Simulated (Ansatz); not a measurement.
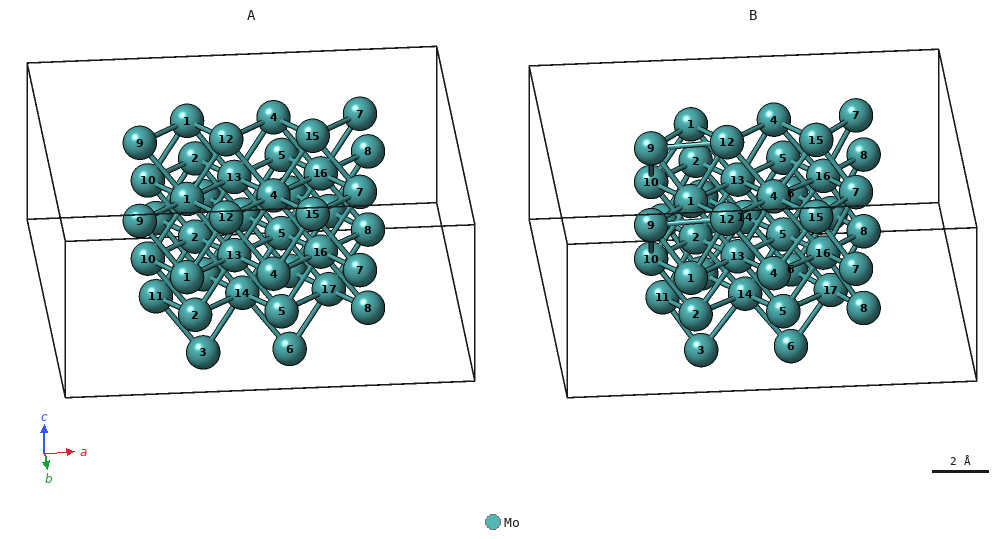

Two geometries of a wire of composition Mo, drawn at one scale. One is the start of a relaxation, the other its converged end. Style: ball-and-stick. Shown: the 2 repeat of the cell, with the vacuum cut short (origin shifted), from a free direction.

Theory: Ansatz, DFT PBEsol, scalar-relativistic, plane waves, PAW. Settings: plane-wave cutoff 420 eV; k-point mesh 1 × 1 × 17; occupations gaussian; smearing width 0.05 eV; no spin polarisation; cell relaxed at fixed a, b, alpha, beta, gamma; force threshold 0.02 eV/Å; at most 45 steps.

Which of the two is the end point?

Answer. Structure B is the relaxed one. Case: wire along [0 0 1], 17 atoms a period. The largest move relative to the layer's centre is that of Mo9, 0.44 Å. Along the periodic axis the drawn cell goes c 6.259 → 6.143 Å (−1.9 %). Among the contacts that change: Mo9–Mo10 3.129 → 2.779 Å, Mo3–Mo11 2.710 → 2.392 Å, Mo1–Mo9 2.710 → 2.409 Å, Mo5–Mo6 3.129 → 2.906 Å. Among the angles between lasting bonds that change: Mo15–Mo7–Mo15 70.5° → 79.9°, Mo1–Mo9–Mo1 70.5° → 79.2°, Mo16–Mo8–Mo17 109.5° → 117.5°. Over 6 accepted moves (8 points after the start) the energy falls by 3.509 eV per cell of the calculation. Largest force component: 2.9 eV/Å at the start, 0.0077 eV/Å at the end. The line search rejected the trial step at point 3 of the run. The SCF was repeated once at an unchanged geometry on a basis and grid sized afresh for the cell, which shifted the energy by 0.8 meV per cell of the calculation at most.
